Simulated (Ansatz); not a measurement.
## Single-point calculation, with input and output: CuO (part 1 of 2)

- system: CuO (P-6m2, 2 atoms in the cell)
- method: DFT LDA+U, scalar-relativistic, plane waves, PAW, Ueff = 6 eV on Cu atom 1 d, spin-polarised (Ansatz 0.2.0)

The structure was built on a prototype by a generator; it need not be a known phase. It belongs to a series of runs on one base structure; here: random orbitals: random, high filling. Figures and captions count atoms from 1; the log counts them from 0 in places.

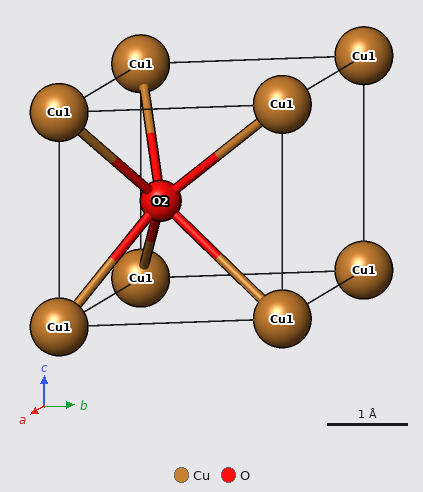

**Figure 1.** The structure as given in the input (ball-and-stick view of the cell of the calculation, seen slightly off an axis; atoms are numbered from 1 in the order of the input).

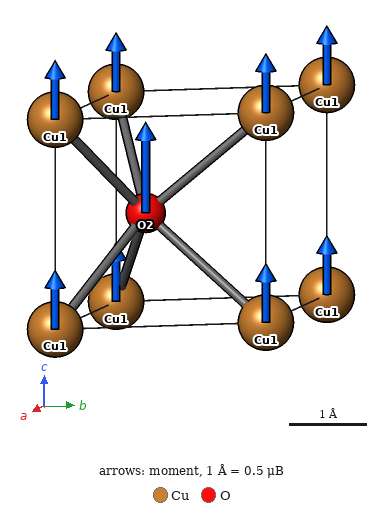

**Figure 2.** Magnetic moments of the sites as blue arrows (ball-and-stick view of the cell of the calculation, seen slightly off an axis; atoms are numbered from 1 in the order of the input); small moments hardly show. The run is collinear, so the axis drawn is arbitrary. Site moments: O2 (0.61 μB); Cu1 (0.40 μB). They are counted near the atoms and needn't add up to the moment of the cell.

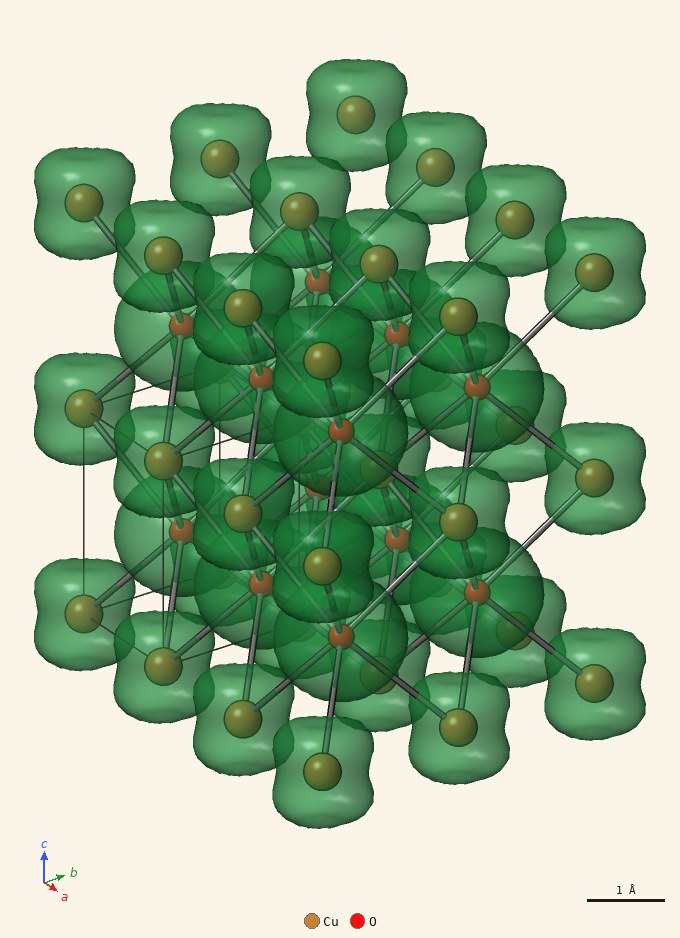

**Figure 3.** Isosurface of the spin density (up minus down) at +0.04 e/Å³ (green), seen slightly off an axis. Sticks mark near contacts. The outline is the cell set on symmetry axes. The cell of the calculation (2 atoms) carries 1.0 μB net. In a PAW calculation such maps are meaningful between the atoms, not at the nuclei.

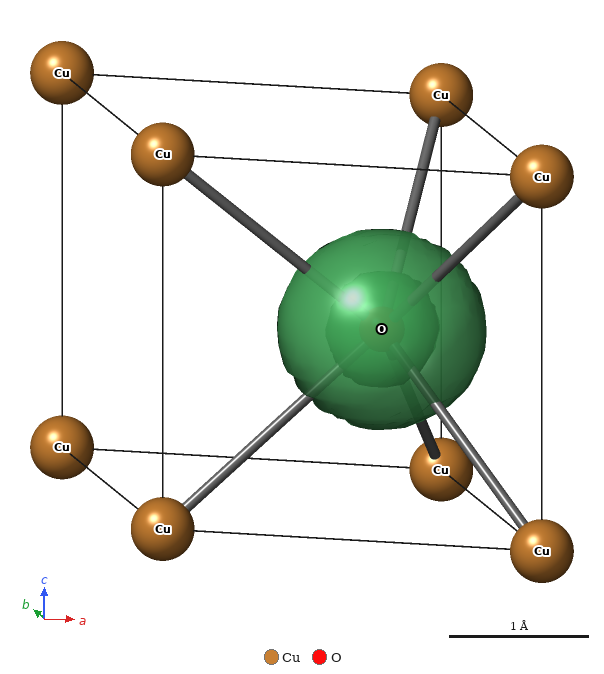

**Figure 4.** Isosurface of the electron localisation function at 0.75 (green), seen slightly off an axis. Core shells and regions of very low density are left out. Sticks mark near contacts. The outline is the cell set on symmetry axes. Along the contacts the grid gives the following. Cu–O (2.14 Å): the ELF is about 0.15 at the midpoint; a polar contact without a shared pair, in a metal.

These pictures come from the run below.

**The input**
```yaml
crystal:
  lattice:
    - [2.83632511, 0.0, 0.0]
    - [-1.41816255, 2.4563296, 0.0]
    - [0.0, 0.0, 2.76811278]
  atoms:
    - { symbol: Cu, position: [0.0, 0.0, 0.0], spin: 1.0 }
    - { symbol: O, position: [0.6666666667, 0.3333333333, 0.5] }
basis:
  ecutwfc: 420
  ecutrho_ratio: 4
kpoints:
  mp_grid: { grid: [8, 8, 7] }
hamiltonian:
  xc: lda
  hubbard:
    sites:
      - { site: 0, l: d, u_eff: 6.0, starting_ns: [{ spin: up, occupation_matrix: s0up }, { spin: down, occupation_matrix: s0down }] }
    occupation_matrices:
      s0up:
        matrix:
          - [0.97, 0.0, 0.0, 0.0, 0.0]
          - [0.0, 0.97, 0.0, 0.0, 0.0]
          - [0.0, 0.0, 0.97, 0.0, 0.0]
          - [0.0, 0.0, 0.0, 0.97, 0.0]
          - [0.0, 0.0, 0.0, 0.0, 0.97]
      s0down:
        matrix:
          - [0.37256, -0.38569, -0.12856, 0.20419, -0.0605]
          - [-0.38569, 0.72101, -0.083, 0.13182, -0.03906]
          - [-0.12856, -0.083, 0.94233, 0.04394, -0.01302]
          - [0.20419, 0.13182, 0.04394, 0.90021, 0.02068]
          - [-0.0605, -0.03906, -0.01302, 0.02068, 0.96387]
    ns_hold: until_converged
scf:
  occupations: { method: gaussian, width: 0.05 }
  lower_state_search: "off"
  max_iter: 150
output:
  forces: true
  stress: true
  eigenvalues: true
  populations: true
  hubbard: { sites: [{ site: 0, l: d }] }
  write_density: true
  write_potential: true
  elf: true
  volumetric_format: npy
magnetization:
  spin_polarized: true
```

Run as:
```bash
ansatz run input.yaml --threads 2 --pin off --max-ram 3072MiB --backend cpu --events-out ev --progress --plain --runs-dir out
```

**What the program printed**
```
Warning: crystal.symmetry: narrowed to the stabiliser of the occupation matrices — unitary ops 12 → 1; lowered by the specified shell (site 0, l: d); largest admitted image defect 4.4e-16, smallest excluded 2.6e-1 — at a splitting's scale: the group the occupation matrices' own texture admits
Cu: projections on atomic orbitals take those of the free atom [Ne] 3s2 3p6 3d10 4s1, of charge +0.00 (hamiltonian.pseudopotentials.projection_atoms); the dataset's partial waves leave at most 2.0e-6 of an orbital's norm unspanned inside its sphere
O: projections on atomic orbitals take those of the free atom [He] 2s2 2p4, of charge +0.00 (hamiltonian.pseudopotentials.projection_atoms); the dataset's partial waves leave at most 1.9e-8 of an orbital's norm unspanned inside its sphere
Engine: ansatz 0.2.0, x86_64-unknown-linux-gnu
Pseudopotentials: kind: paw
Pseudopotential: Cu, paw, valence charge 19, recommended cutoff 420 eV (normal), Cu.paw.azcp
Pseudopotential: O, paw, valence charge 6, recommended cutoff 420 eV (normal), O.paw.azcp
Functional definition: SPW92
  exchange = slater_x
  correlation = pw_c
Crystal: 2 atoms, lattice volume = 19.285 Å³
Basis set: ecut = 420 eV, 405 PW (Γ)
Bands: 17, of which v1, the nominal top of the filled ones, is band 13 counted from 1 (12 counted from 0)
Symmetry: 1 space group operations
k-points: 226 of 448 (time reversal used)
Non-local potential: Cu, projectors of the file, l = 0: 3, l = 1: 2, l = 2: 3, l = 3: 1
Non-local potential: O, projectors of the file, l = 0: 2, l = 1: 2, l = 2: 1
PAW form: soft (Blöchl's): semilocal exchange-correlation on the pseudo side does not see the compensation charge
PAW frozen core: Cu, regenerated for the run's functional, and the local potential with it (the file was generated under x = pbe(κ = 0.804, μ = 0.2195149727645171), c = pbe(β = 0.06672455060314922))
PAW frozen core: O, regenerated for the run's functional, and the local potential with it (the file was generated under x = pbe(κ = 0.804, μ = 0.2195149727645171), c = pbe(β = 0.06672455060314922))
PAW one-centre angular grid: Cu, 590 points (default); XC on 64 Gauss nodes
PAW one-centre angular grid: O, 110 points (default); XC on 64 Gauss nodes
Initial density: superposition of atomic densities (chi_scale 0.1, normalization cell, long waves kept (reshape's long-wave potential 0.00 eV rms))
Starting moments: Σ|m| = 1 μB on 1 of 2 sites
Initial wavefunctions: pseudopotential atomic-orbital guess
Functional: x = slater, c = lda
```
